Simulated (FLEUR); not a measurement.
System: TiAl, space group P-6m2 (No. 187).

The given structure:
```yaml
crystal:
  lattice:
    - [2.86726, 0.00000, 0.00000]
    - [-1.43363, 2.48312, 0.00000]
    - [0.00000, 0.00000, 4.67808]
  atoms:
    - { symbol: Ti, position: [0.00000, 0.00000, 0.00000] }
    - { symbol: Al, position: [0.33333, 0.66667, 0.50000] }
```

Calculation (FLEUR MaX-R8.1 (later development tree)): all-electron LAPW DFT, no spin polarisation; energies at scaled volumes of the given cell, shape and fractions fixed, counted from the fit's minimum, third-order Birch-Murnaghan fit. Level: SCAN.

- k mesh: 11×11×6
- occupations: Fermi–Dirac
- smearing width: 0.05 eV
- potentials: all electron
- program settings: basis FLAPW, kmax 4.3 1/bohr

Predict the energy against volume. The volume takes the values 15.65, 15.99, 16.65, 17.32, 17.65 Å³/atom.

A third-order Birch–Murnaghan fit gives V0 = 16.49 Å³/atom, B0 = 113 GPa and B′ = 3.7. The energy is 16.04 meV/atom at volume 15.65 Å³/atom and 26.05 meV/atom at 17.65 Å³/atom; the lowest computed point is at volume 16.65 Å³/atom (0.58 meV/atom), and no other minimum shows.

```
volume (Å³/atom)  energy (meV/atom)
           15.65              16.04
           15.99               5.59
           16.65               0.58
           17.32              13.69
           17.65              26.05
```

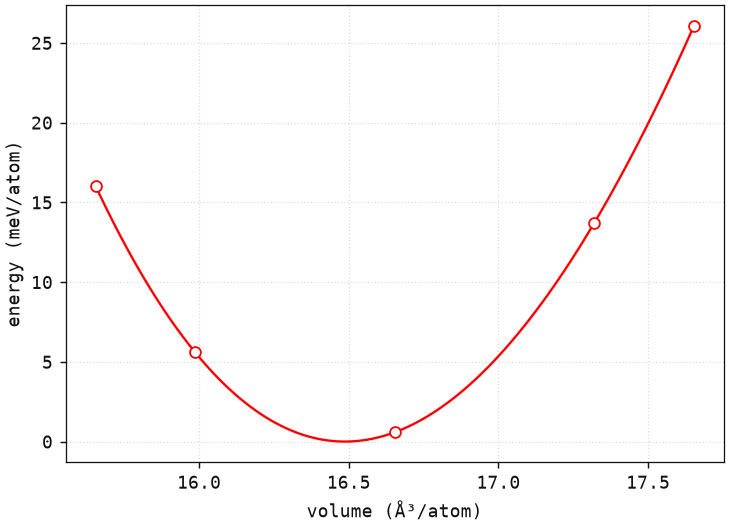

Caveats: shape and atomic fractions are frozen while scaling, which makes layered, chain and framework solids too stiff.
